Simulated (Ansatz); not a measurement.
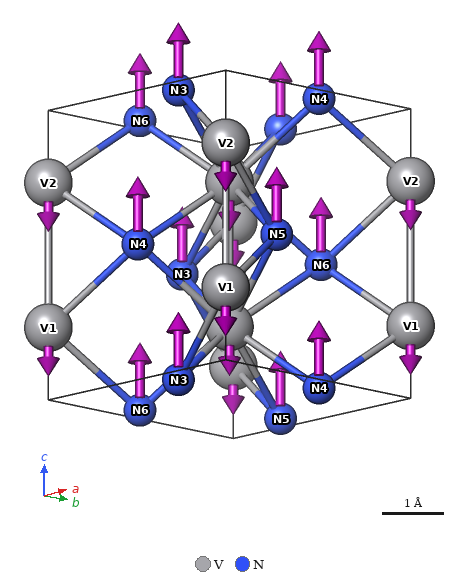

The lowest optical mode of a crystal of VN2, space group I4/mcm (No. 140), at the zone centre. The purple arrows are the displacements of the atoms (eigenvector over the root of the mass), of arbitrary overall length and sign. A ball-and-stick model of the conventional cell (2 times the calculation's cell), seen from a free direction. Lengths and directions refer to the drawn axes.

Computed with DFT PBEsol, scalar-relativistic, plane waves, PAW in Ansatz.

The input:
```yaml
crystal:
  lattice:
    - [-2.1286281853, 2.1286281853, 2.4641669472]
    - [2.1286281853, -2.1286281853, 2.4641669472]
    - [2.1286281853, 2.1286281853, -2.4641669472]
  atoms:
    - { symbol: V, position: [0.25, 0.25, 0.0] }
    - { symbol: V, position: [0.75, 0.75, 0.0] }
    - { symbol: "N", position: [0.1142801445, 0.6142801445, 0.728560289] }
    - { symbol: "N", position: [0.6142801445, 0.8857198555, 0.5] }
    - { symbol: "N", position: [0.8857198555, 0.3857198555, 0.271439711] }
    - { symbol: "N", position: [0.3857198555, 0.1142801445, 0.5] }
basis:
  ecutwfc: 420
kpoints:
  mp_grid: { grid: [12, 12, 12] }
hamiltonian:
  xc: pbesol
scf:
  occupations: { method: fermi_dirac, width: 0.15 }
output:
  eigenvalues: true
phonons:
  method: dfpt
  eigenvectors: true
```

Command:
```bash
ansatz run input.yaml --threads 2 --pin off --max-ram 6144MiB --backend cpu --events-out ev --progress --plain --runs-dir out
```

The frequencies depend somewhat on the k-mesh and the smearing.

> Is the structure stable against all modes at this point?

Yes: this softest mode has a real frequency, and so have all others here. That speaks for this wave vector alone: the rest of the zone wasn't checked in this run. This is the A₂u mode at 7.28 THz, the lowest optical level, infrared-active by symmetry. The N sublattice moves against the V sublattice, along c; the kinetic energy is shared as N 65 %, V 35 %. The crystal is a metal, so free carriers screen the infrared response.
